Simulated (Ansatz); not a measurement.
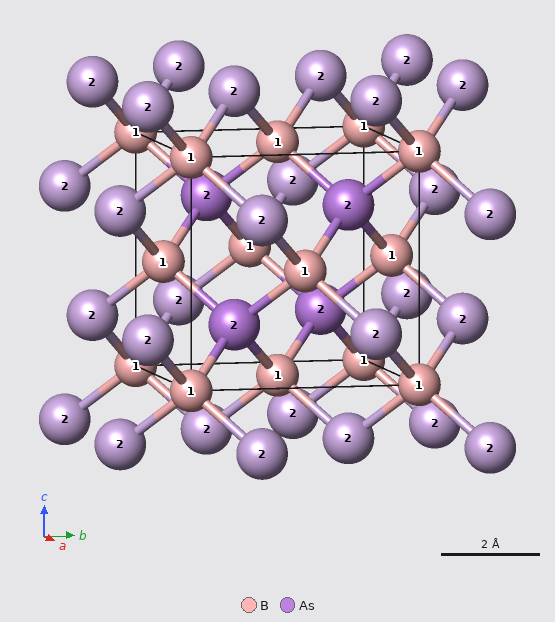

Fig. 1: The starting structure (ball-and-stick view of the cell 4 times as large as that of the calculation, set on its symmetry axes, seen slightly off an axis; neighbours outside the cell are drawn fainter; atoms are numbered from 1 in the order of the input). An atom can appear more than once, as a periodic image.

# Geometry relaxation, with input and output: BAs

The run: geometry relaxation of BAs (F-43m, 2 atoms in the cell). Method and program: DFT, LDA, PAW with Ansatz's default frozen-core files, scalar-relativistic, no spin polarisation (Ansatz 0.2.0).

The structure was built on a prototype by a generator; it need not be a known phase. It belongs to a series of runs on one base structure; here: cell relaxed at zero pressure. Figures and captions count atoms from 1; the log counts them from 0 in places.

The program's output
```
Engine: ansatz 0.2.0, aarch64-unknown-linux-gnu
Pseudopotentials: kind: paw
Pseudopotential: B, paw, valence charge 3, recommended cutoff 420 eV (normal), B.paw.azcp
Pseudopotential: As, paw, valence charge 15, recommended cutoff 420 eV (normal), As.paw.azcp
Functional definition: SPW92
  exchange = slater_x
  correlation = pw_c
Crystal: 2 atoms, lattice volume = 27.863 Å³
Basis set: ecut = 420 eV, 537 PW (Γ)
Bands: 13, of which v1, the nominal top of the filled ones, is band 9 counted from 1 (8 counted from 0)
Symmetry: 24 space group operations
Space group: F-43m (ITA 216), of the structure as read, at distance tolerance 3.0e-5 Å
k-points: 120 of 3375 (time reversal used)
Non-local potential: B, projectors of the file, l = 0: 2, l = 1: 2, l = 2: 1
Non-local potential: As, projectors of the file, l = 0: 2, l = 1: 2, l = 2: 3, l = 3: 1
PAW form: soft (Blöchl's): semilocal exchange-correlation on the pseudo side does not see the compensation charge
PAW frozen core: B, regenerated for the run's functional, and the local potential with it (the file was generated under x = pbe(κ = 0.804, μ = 0.2195149727645171), c = pbe(β = 0.06672455060314922))
PAW frozen core: As, regenerated for the run's functional, and the local potential with it (the file was generated under x = pbe(κ = 0.804, μ = 0.2195149727645171), c = pbe(β = 0.06672455060314922))
PAW one-centre angular grid: B, 110 points (default); XC on 64 Gauss nodes
PAW one-centre angular grid: As, 590 points (default); XC on 64 Gauss nodes
Initial density: superposition of atomic densities (neutral atoms: chi_scale 0, normalization atom), corrected by the library's trained network
Initial wavefunctions: pseudopotential atomic-orbital guess
Functional: x = slater, c = lda
SCF iter   1: F=—  HF=-4923.504022 eV  |F-HF|=—  |Δ(HF+E_count)|=         —  Δρ=7.06e-3  dr2=1.43e-2  ethr=1.77e-3  ⟨swp⟩=5.5  Hψ=8856  notcnv=0
preconditioner: auto → none  [insulator: Δε(μ)=1.143 eV  Ē_g=12.174 eV  σ=0.050 eV  W_gap=1.00  n_scr=8 (ndim 8)  ℏωp=19.9 eV  f_vac=0.001  D(μ)=0.00/eV (n_scr^D=0)  ε∞_Penn≈3.7]
SCF iter   2: F=—  HF=-4923.499634 eV  |F-HF|=—  |Δ(HF+E_count)|=   4.39e-3  Δρ=2.19e-3  dr2=8.52e-4  ethr=7.94e-5  ⟨swp⟩=2.0  Hψ=3063  notcnv=0
SCF iter   3: F=—  HF=-4923.499284 eV  |F-HF|=—  |Δ(HF+E_count)|=   3.50e-4  Δρ=1.06e-3  dr2=1.35e-4  ethr=4.73e-6  ⟨swp⟩=2.0  Hψ=2635  notcnv=0
SCF iter   4: F=—  HF=-4923.499260 eV  |F-HF|=—  |Δ(HF+E_count)|=   2.42e-5  Δρ=3.44e-4  dr2=1.30e-5  ethr=7.47e-7  ⟨swp⟩=1.0  Hψ=1560  notcnv=0
SCF iter   5: F=—  HF=-4923.499258 eV  |F-HF|=—  |Δ(HF+E_count)|=   2.08e-6  Δρ=4.61e-5  dr2=2.58e-7  ethr=7.21e-8  ⟨swp⟩=2.0  Hψ=2629  notcnv=0
SCF iter   6: F=-4923.499258 eV  HF=-4923.499258 eV  |F-HF|=4.57e-10  |Δ(HF+E_count)|=   1.24e-8  Δρ=3.86e-6  dr2=1.60e-9  ethr=5.56e-10  ⟨swp⟩=4.0  Hψ=4618  notcnv=0
SCF 1 converged in 6 iterations: F = -4923.499258 eV  dr2 = 1.60e-9
  greatest PAW one-centre occupation: 0.999 electrons in one spin orbital (limit 2), on the As atom at site 1 (counted from 0), in its partial waves of l = 2
relax step   1: F+E_penalty+E_count = -4923.49925811 eV  Δ(F+E_penalty+E_count) = +0.000e0 eV  max|allowed force component| = 2.392e-16 eV/Å  Δτ_max = 0.0000 Å  P = -6.689 GPa  Ω = 27.863 Å³  (6 SCF iters, dr2 threshold 1.00e-7 eV, accepted)
Crystal: 2 atoms, lattice volume = 26.831 Å³
Basis set: ecut = 420 eV, 531 PW (Γ)
Initial density: handed on by an earlier stage of this run
Initial wavefunctions: those handed on with the density
iter 1 solved again at ethr=7.29e-5 eV; its pass at ethr=3.10e-3 eV (dr2=1.31e-2 eV) is discarded
SCF iter   1: F=—  HF=-4923.532386 eV  |F-HF|=—  |Δ(HF+E_count)|=         —  Δρ=5.82e-3  dr2=1.32e-2  ethr=7.29e-5  ⟨swp⟩=1.0  Hψ=10648  notcnv=0
preconditioner: auto → none  [insulator: Δε(μ)=1.163 eV  Ē_g=12.466 eV  σ=0.050 eV  W_gap=1.00  n_scr=8 (ndim 8)  ℏωp=20.3 eV  f_vac=0.000  D(μ)=0.00/eV (n_scr^D=0)  ε∞_Penn≈3.6]
SCF iter   2: F=—  HF=-4923.528034 eV  |F-HF|=—  |Δ(HF+E_count)|=   4.35e-3  Δρ=1.41e-3  dr2=6.55e-4  ethr=7.29e-5  ⟨swp⟩=2.0  Hψ=2433  notcnv=0
SCF iter   3: F=—  HF=-4923.527811 eV  |F-HF|=—  |Δ(HF+E_count)|=   2.23e-4  Δρ=4.86e-4  dr2=6.76e-5  ethr=3.64e-6  ⟨swp⟩=2.1  Hψ=2141  notcnv=0
SCF iter   4: F=—  HF=-4923.527795 eV  |F-HF|=—  |Δ(HF+E_count)|=   1.59e-5  Δρ=1.65e-4  dr2=8.01e-6  ethr=3.76e-7  ⟨swp⟩=2.0  Hψ=2623  notcnv=0
SCF iter   5: F=—  HF=-4923.527793 eV  |F-HF|=—  |Δ(HF+E_count)|=   2.09e-6  Δρ=3.74e-5  dr2=2.75e-7  ethr=4.45e-8  ⟨swp⟩=2.4  Hψ=2400  notcnv=0
SCF iter   6: F=-4923.527793 eV  HF=-4923.527793 eV  |F-HF|=5.72e-10  |Δ(HF+E_count)|=   3.03e-8  Δρ=2.91e-6  dr2=1.47e-9  ethr=1.11e-9  ⟨swp⟩=4.0  Hψ=4601  notcnv=0
SCF 2 converged in 6 iterations: F = -4923.527793 eV  dr2 = 1.47e-9
relax step   2: F+E_penalty+E_count = -4923.52779328 eV  Δ(F+E_penalty+E_count) = -2.854e-2 eV  max|allowed force component| = 9.013e-17 eV/Å  Δτ_max = 0.0000 Å  P = -1.795 GPa  Ω = 26.831 Å³  energy of the carried Pulay correction = +7.146e-4 eV  (6 SCF iters, dr2 threshold 2.00e-7 eV, accepted)
Crystal: 2 atoms, lattice volume = 26.472 Å³
iter 1 solved again at ethr=9.97e-6 eV; its pass at ethr=3.10e-3 eV (dr2=1.79e-3 eV) is discarded
SCF iter   1: F=—  HF=-4923.530544 eV  |F-HF|=—  |Δ(HF+E_count)|=         —  Δρ=2.15e-3  dr2=1.78e-3  ethr=9.97e-6  ⟨swp⟩=1.0  Hψ=9369  notcnv=0
preconditioner: auto → none  [insulator: Δε(μ)=1.121 eV  Ē_g=12.574 eV  σ=0.050 eV  W_gap=1.00  n_scr=8 (ndim 8)  ℏωp=20.4 eV  f_vac=0.000  D(μ)=0.00/eV (n_scr^D=0)  ε∞_Penn≈3.6]
SCF iter   2: F=—  HF=-4923.529950 eV  |F-HF|=—  |Δ(HF+E_count)|=   5.93e-4  Δρ=5.06e-4  dr2=8.07e-5  ethr=9.89e-6  ⟨swp⟩=2.0  Hψ=1986  notcnv=0
SCF iter   3: F=—  HF=-4923.529923 eV  |F-HF|=—  |Δ(HF+E_count)|=   2.74e-5  Δρ=1.77e-4  dr2=8.68e-6  ethr=4.48e-7  ⟨swp⟩=2.1  Hψ=2129  notcnv=0
SCF iter   4: F=—  HF=-4923.529921 eV  |F-HF|=—  |Δ(HF+E_count)|=   1.92e-6  Δρ=6.44e-5  dr2=1.24e-6  ethr=4.82e-8  ⟨swp⟩=2.0  Hψ=2636  notcnv=0
SCF iter   5: F=-4923.529920 eV  HF=-4923.529920 eV  |F-HF|=4.10e-9  |Δ(HF+E_count)|=   3.60e-7  Δρ=1.51e-5  dr2=4.90e-8  ethr=1.11e-9  ⟨swp⟩=4.0  Hψ=4976  notcnv=0
SCF 3 converged in 5 iterations: F = -4923.529920 eV  dr2 = 4.90e-8
relax step   3: F+E_penalty+E_count = -4923.52992042 eV  Δ(F+E_penalty+E_count) = -2.127e-3 eV  max|allowed force component| = 6.765e-17 eV/Å  Δτ_max = 0.0000 Å  P = +0.148 GPa  Ω = 26.472 Å³  energy of the carried Pulay correction = +9.700e-4 eV  (5 SCF iters, dr2 threshold 2.00e-7 eV, accepted)
Crystal: 2 atoms, lattice volume = 26.499 Å³
iter 1 solved again at ethr=5.44e-8 eV; its pass at ethr=3.10e-3 eV (dr2=9.78e-6 eV) is discarded
SCF iter   1: F=—  HF=-4923.529917 eV  |F-HF|=—  |Δ(HF+E_count)|=         —  Δρ=1.59e-4  dr2=9.70e-6  ethr=5.44e-8  ⟨swp⟩=1.0  Hψ=8871  notcnv=0
preconditioner: auto → none  [insulator: Δε(μ)=1.104 eV  Ē_g=12.565 eV  σ=0.050 eV  W_gap=1.00  n_scr=8 (ndim 8)  ℏωp=20.4 eV  f_vac=0.000  D(μ)=0.00/eV (n_scr^D=0)  ε∞_Penn≈3.6]
SCF iter   2: F=—  HF=-4923.529914 eV  |F-HF|=—  |Δ(HF+E_count)|=   3.27e-6  Δρ=3.54e-5  dr2=4.04e-7  ethr=5.39e-8  ⟨swp⟩=2.0  Hψ=1942  notcnv=0
SCF iter   3: F=-4923.529913 eV  HF=-4923.529913 eV  |F-HF|=2.00e-8  |Δ(HF+E_count)|=   1.50e-7  Δρ=1.12e-5  dr2=3.68e-8  ethr=3.05e-10  ⟨swp⟩=4.0  Hψ=5205  notcnv=0
SCF 4 converged in 3 iterations: F = -4923.529913 eV  dr2 = 3.68e-8
relax step   4: F+E_penalty+E_count = -4923.52991344 eV  Δ(F+E_penalty+E_count) = +6.982e-6 eV  max|allowed force component| = 7.098e-17 eV/Å  Δτ_max = 0.0000 Å  P = -0.001 GPa  Ω = 26.499 Å³  energy of the carried Pulay correction = +9.507e-4 eV  (3 SCF iters, dr2 threshold 5.49e-8 eV, accepted)
Initial wavefunctions: pseudopotential atomic-orbital guess (no wavefunctions were taken with the density)
iter 1 solved again at ethr=5.65e-8 eV; its pass at ethr=3.10e-3 eV (dr2=1.02e-5 eV) is discarded
SCF iter   1: F=—  HF=-4923.529101 eV  |F-HF|=—  |Δ(HF+E_count)|=         —  Δρ=7.80e-5  dr2=2.46e-7  ethr=5.65e-8  ⟨swp⟩=2.7  Hψ=12612  notcnv=0
preconditioner: auto → none  [insulator: Δε(μ)=1.105 eV  Ē_g=12.565 eV  σ=0.050 eV  W_gap=1.00  n_scr=8 (ndim 8)  ℏωp=20.4 eV  f_vac=0.000  D(μ)=0.00/eV (n_scr^D=0)  ε∞_Penn≈3.6]
SCF iter   2: F=—  HF=-4923.529101 eV  |F-HF|=—  |Δ(HF+E_count)|=   1.92e-7  Δρ=4.18e-5  dr2=9.96e-8  ethr=1.37e-9  ⟨swp⟩=2.0  Hψ=2623  notcnv=0
SCF iter   3: F=—  HF=-4923.529101 eV  |F-HF|=—  |Δ(HF+E_count)|=   8.22e-8  Δρ=1.45e-5  dr2=1.39e-8  ethr=5.53e-10  ⟨swp⟩=2.0  Hψ=2021  notcnv=0
SCF iter   4: F=—  HF=-4923.529101 eV  |F-HF|=—  |Δ(HF+E_count)|=   7.42e-9  Δρ=3.47e-6  dr2=6.38e-10  ethr=7.70e-11  ⟨swp⟩=2.5  Hψ=2513  notcnv=0
SCF iter   5: F=-4923.529101 eV  HF=-4923.529101 eV  |F-HF|=2.73e-12  |Δ(HF+E_count)|=  6.75e-10  Δρ=4.95e-7  dr2=1.99e-11  ethr=1.00e-12  ⟨swp⟩=4.2  Hψ=6555  notcnv=0
SCF 5 converged in 5 iterations: F = -4923.529101 eV  dr2 = 1.99e-11
relax step   5: F+E_penalty+E_count = -4923.52910103 eV  Δ(F+E_penalty+E_count) = +8.124e-4 eV  max|allowed force component| = 7.430e-17 eV/Å  Δτ_max = 0.0000 Å  P = -0.035 GPa  Ω = 26.499 Å³  stress off target by 3.55e-2 GPa  SCF on the basis re-selected at this cell (its energy is not comparable with the rows above)  (5 SCF iters)
```

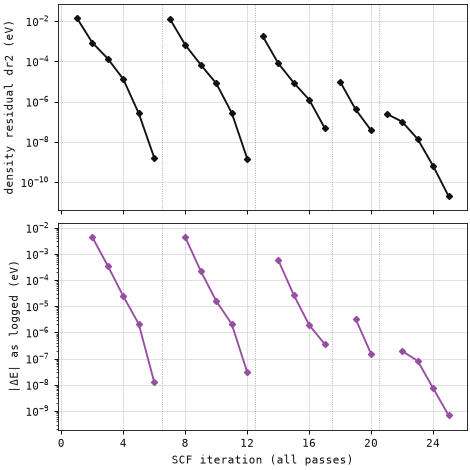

Fig. 2: Convergence of the self-consistent field: density residual dr2 and size of the energy change against the SCF iteration. The dotted lines part the SCF passes of the relaxation: geometry steps, rejected trials and re-solves on a re-selected basis. The 5 passes take 3 to 6 iterations each, 25 in all.

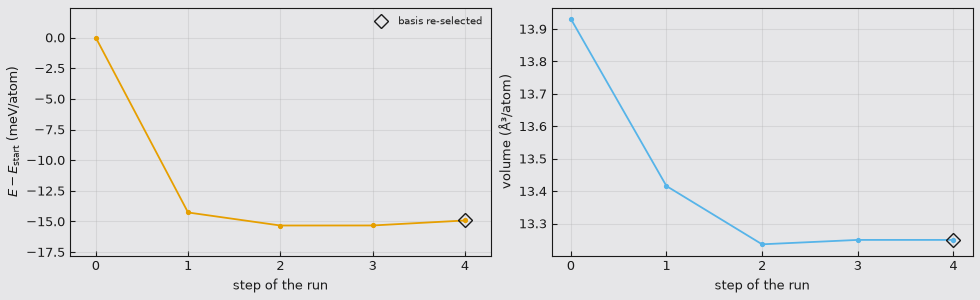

Fig. 3: Progress of the relaxation, step by step (the first geometry is step 0 here and step 1 in the log).

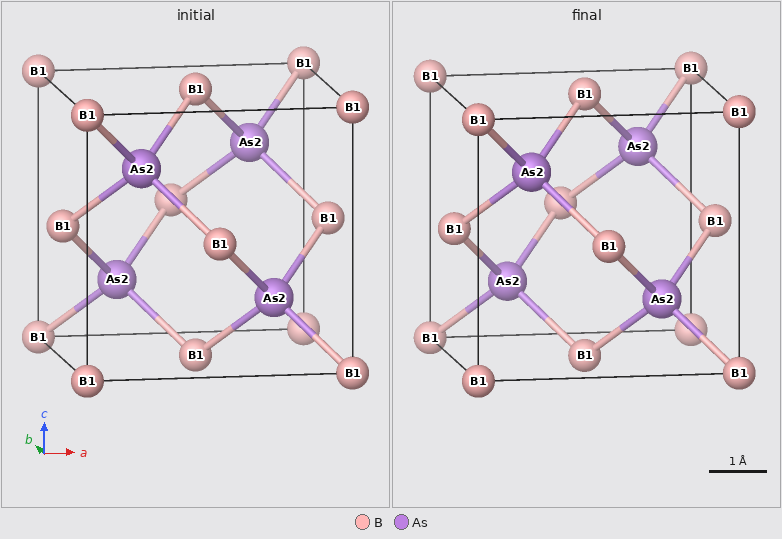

Fig. 4: Before (left) and after (right) the relaxation, at one scale (ball-and-stick view of the cell 4 times as large as that of the calculation, set on its symmetry axes, seen slightly off an axis). After 3 geometry steps the energy has fallen by 15.3 meV per atom. All forces vanish by symmetry, so only the cell relaxes. The pressure goes from −6.69 to −0.04 GPa. The atoms keep their places relative to the cell (all moves are under 0.005 Å). Cell: a = b = c 4.812 → 4.733 Å (−1.7 %). Volume −4.9 %. Distances before and after: B1–As2 2.084 → 2.049 Å. The space group stays F-43m (No. 216). A last SCF at the same geometry on a re-selected plane-wave basis shifts the energy by +0.4 meV per atom. (Atoms are counted from 1 in the order of the input.)

```
basis re-selected at this cell: Δ(F+E_penalty+E_count) = +8.124e-4 eV, ΔP = -0.034 GPa vs the last step (what re-selecting the basis moved, of the pressure what is left beyond the Pulay correction that the steps carried, after the strain that the cell walked since its last selection, with what the two solves' SCF thresholds leave and, on support functions, any second-order correction that the steps lacked; it is no measure of the basis error at this ecutwfc). This SCF's stress stands 3.55e-2 GPa from its target on what of the cell is left free (relax.cell.stress_tol is 5.00e-2 GPa) and its largest allowed force component is 7.43e-17 eV/Å (relax.f_tol is 5.00e-3 eV/Å): within both
SCF converged after 5 iterations
Free energy (F): -4923.529101 eV
Harris-Foulkes:  -4923.529101 eV  (|F-HF|=2.73e-12)
Internal energy: -4923.529101 eV  (E = F + TS)
E sigma→0 (E₀):  -4923.529101 eV
Entropy (-TS):   -0.000000 eV (-0.000 meV/atom)
Fermi energy:    11.831294 eV
--- Per-component energies (eV) ---
  E_band       = -209.446760
  E_kinetic    = 153.856692
  E_local      = -1678.364271  (includes V_loc(G=0)·N_el)
  E_nonlocal   = -651.911592
  E_hartree    = 932.147518
  E_xc         = -111.537242
  E_vxc        = -118.506713  (∫ρ·V_xc dr)
  E_paw        = -1827.862116  (= ΣΔE_a)
  E_vpaw       = 221.184175  (= ΣTr[D̂ρ^β])
  E_aug_tail   = 0.000006  (compensation charges beyond the density's cutoff)
  E_ewald      = -1741.979161
  E_core_change = 2.121064  (= ΣΔE_core)
  E_smearing   = -0.000000  (= −TS)
  E_closure    = -0.000000  (closes the sum)
  Σ components = -4923.529101   (vs F -4923.529101, Δ=0.00e0)
--- Forces (eV/Å), atoms counted from 1 ---
  atom   1  B      0.00000000    -0.00000000    -0.00000000
  atom   2  As    -0.00000000    -0.00000000    -0.00000000
  max |Σ_I F_I| component: 1.94e-16 eV/Å
--- Stress (GPa, compression-positive) ---
       -0.035487       0.000000       0.000000
        0.000000      -0.035487       0.000000
        0.000000       0.000000      -0.035487
  P = ⅓ Tr σ = -0.0355 GPa (-0.355 kbar)
--- Relaxed structure (4 steps of the walk, 4 accepted, 1 SCFs on fresh bases) ---
  F+E_penalty+E_count = -4923.52910103 eV   max|allowed force component| = 7.430e-17 eV/Å   (the final SCF, on the basis selected at the relaxed cell)
  cell:  # Å, volume = 26.4990 Å³
    - [6.464753266736279e-34, 2.3662817983441586, 2.3662817983441586]
    - [2.3662817983441586, 2.9807926392439197e-33, 2.3662817983441586]
    - [2.3662817983441586, 2.3662817983441586, 2.5572398390094738e-33]
  atoms:
    - { symbol: B, position: [-4.368353236407506e-34, 5.06870713712702e-34, 5.069749330431663e-34] }
    - { symbol: As, position: [0.24999999999999997, 0.24999999999999997, 0.24999999999999997] }
```

Trajectory as extended XYZ (Å, eV, eV/Å), 5 frames, from step=1 to step=5
```
2
Lattice="0.0000 2.4062 2.4062 2.4062 0.0000 2.4062 2.4062 2.4062 0.0000" Properties=species:S:1:pos:R:3:forces:R:3 step=1 energy=-4923.49926 pressure_GPa=-6.69
B     0.0000    0.0000    0.0000    0.0000   0.0000   0.0000
As    1.2031    1.2031    1.2031    0.0000   0.0000   0.0000
2
Lattice="0.0000 2.3761 2.3761 2.3761 0.0000 2.3761 2.3761 2.3761 0.0000" Properties=species:S:1:pos:R:3:forces:R:3 step=2 energy=-4923.52779 pressure_GPa=-1.80
B     0.0000    0.0000    0.0000    0.0000   0.0000   0.0000
As    1.1881    1.1881    1.1881    0.0000   0.0000   0.0000
2
Lattice="0.0000 2.3655 2.3655 2.3655 0.0000 2.3655 2.3655 2.3655 0.0000" Properties=species:S:1:pos:R:3:forces:R:3 step=3 energy=-4923.52992 pressure_GPa=0.15
B     0.0000    0.0000    0.0000    0.0000   0.0000   0.0000
As    1.1827    1.1827    1.1827    0.0000   0.0000   0.0000
2
Lattice="0.0000 2.3663 2.3663 2.3663 0.0000 2.3663 2.3663 2.3663 0.0000" Properties=species:S:1:pos:R:3:forces:R:3 step=4 energy=-4923.52991 pressure_GPa=-0.00
B     0.0000    0.0000    0.0000    0.0000   0.0000   0.0000
As    1.1831    1.1831    1.1831    0.0000   0.0000   0.0000
2
Lattice="0.0000 2.3663 2.3663 2.3663 0.0000 2.3663 2.3663 2.3663 0.0000" Properties=species:S:1:pos:R:3:forces:R:3 step=5 energy=-4923.52910 pressure_GPa=-0.04
B     0.0000    0.0000    0.0000    0.0000   0.0000   0.0000
As    1.1831    1.1831    1.1831    0.0000   0.0000   0.0000
```

The run was set up as follows.

Input file
```yaml
crystal:
  lattice:
    - [0.0, 2.4061959241, 2.4061959241]
    - [2.4061959241, 0.0, 2.4061959241]
    - [2.4061959241, 2.4061959241, 0.0]
  atoms:
    - { symbol: B, position: [0.0, 0.0, 0.0] }
    - { symbol: As, position: [0.25, 0.25, 0.25] }
kpoints:
  mp_grid: { grid: [15, 15, 15] }
scf:
  occupations: { method: fermi_dirac, width: 0.05 }
hamiltonian:
  xc: lda
  pseudopotentials: { kind: paw }
output:
  forces: true
  stress: true
relax:
  f_tol: 0.005
  max_steps: 40
  cell: {}
```

Run as:
```bash
ansatz run input.yaml --threads 1 --pin off --max-ram 2048MiB --backend cpu --events-out ev --progress --plain --runs-dir out
```

Summary

```tsv
quantity	value
outcome	converged
space group (tolerance 0.01 Å)	F-43m (216)
electrons treated	18
free energy	−4923.5291 eV
Fermi energy	11.831 eV
pressure	−0.04 GPa
final volume	26.50 Å³
largest force (length of the vector) at the end	under 0.001 eV/Å
final cell	a = 3.346 Å, b = 3.346 Å, c = 3.346 Å, α = 60.00°, β = 60.00°, γ = 60.00°
hardware	1 thread of Arm Neoverse V2, 112 GiB of memory available, shared host
wall time	13 s
peak memory	0.34 GiB
```
